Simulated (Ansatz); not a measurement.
The compound is RuCl2 (1T sheet).

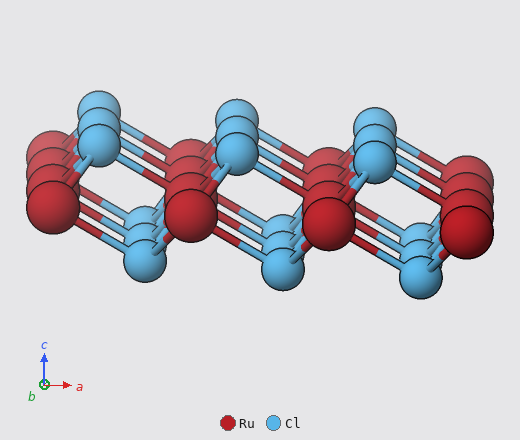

The structure (ruthenium red, chlorine blue). 3×3×1 cells are drawn. Some periodic images of atoms are drawn too.

The cell holds 3 atoms: 1 Ru and 2 Cl. Its edges and angles: a = 3.515 Å, b = 3.515 Å, c = 30.112 Å, α = 90.0°, β = 90.0°, γ = 120.0°. Vacuum lies along c.

```xyz
3
Lattice="0.0000 2.4854 2.4854 2.4854 -2.4854 0.0000 17.3850 17.3850 -17.3850" Properties=species:S:1:pos:R:3
Ru    5.5298    5.5298   -5.5298
Cl    7.8723    5.3869   -5.3869
Cl    5.6728    5.6728   -3.1874
```

The structure was relaxed with LDA. The structure was generated from a model, not taken from a measurement. The runs that relaxed it are not among those shown. The program's search for lower electronic states was switched off, so nothing shows that the state found is the lowest. PAW set soft_2, made with PBE.

A constrained-RPA run (Ansatz 0.2.0; non-magnetic LDA; Ru t2g, bands v3 to v1, 6×6×1 mesh, medium accuracy) builds 3 functions on bands 1.5 eV wide, with 6.0 electrons in the window. The bare on-site interaction is 12.5 eV and the bare J 0.45 eV.

Estimate U, U′ and J.

On the Ru t2g shell, U = 2.88 eV (23 % of the bare value), U′ = 2.22 eV, J = 0.30 eV.

The parent state is non-magnetic and the interaction static (zero frequency); U depends on the window and the orbitals, so it belongs to this model alone.

[Paths, hosts, dates, memory and timing lines, banners, echoed tables and standing remarks are left out of the program output.]

[Logs are printed without paths, hosts, clocks, repeated set-up lines and the standing remarks that a program may print on its own settings, such as how far it seeks lower states.]

[Runs of the session that timed out or met a known fault of the program may be left out.]

[Hosts, paths, dates, database ids (printed as entryN), source tags and the programs' standing remarks are cut or masked in the printed files.]
